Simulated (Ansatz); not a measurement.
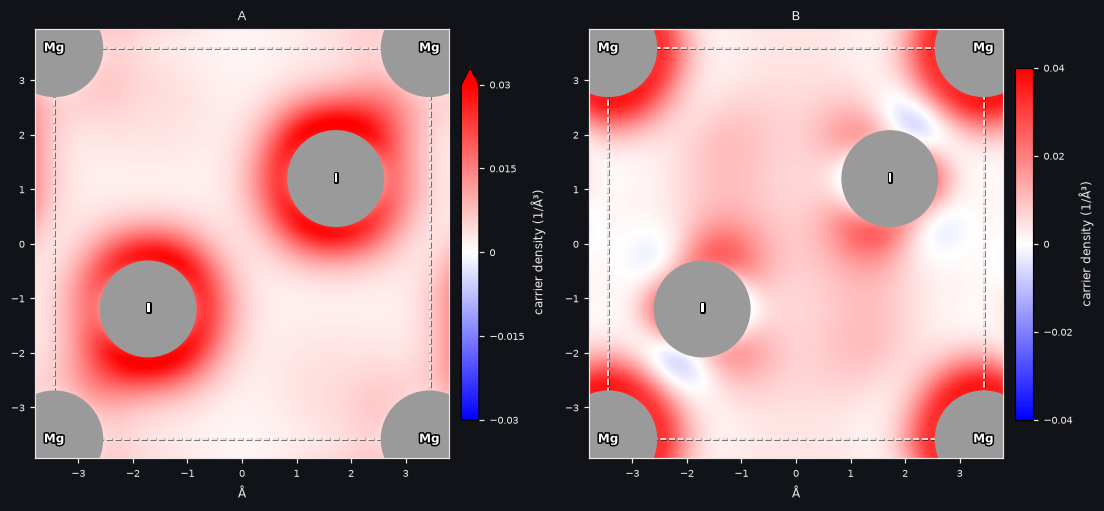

MgI2, doped once with holes and once with electrons (0.5 e in the calculation's cell of 3 atoms, uniform background, atoms fixed). Each panel shows the carrier's density (positive where it sits) on the (110) plane of the conventional cell; grey discs cover the cores. Cores are masked to 0.9 Å (Mg) and 0.9 Å (I). This is very heavy doping.

Space group P-3m1.

Theory: DFT PBE, scalar-relativistic, plane waves, PAW in Ansatz 0.2.0.

Tell the hole from the electron.

Answer. A is the hole: outside the cores it is densest at the edge of the masked core of I; it divides as I over 95 % and Mg little. B is the electron: outside the cores it is densest 1.0 Å from a magnesium nucleus; it divides as I about 80 % and Mg about 20 %. Shares are sums over atomic cells sized by the Bader volumes, which fill under 10 % (Mg) and 95 % (I) of the cell, so only an excess over these marks a preference; they are shares of the net change, screening included, and the band-edge orbitals themselves can be more concentrated.

Run times: 32 s (hole) and 37 s (electron), on 1 thread of Arm Neoverse N1, with other jobs on the host.
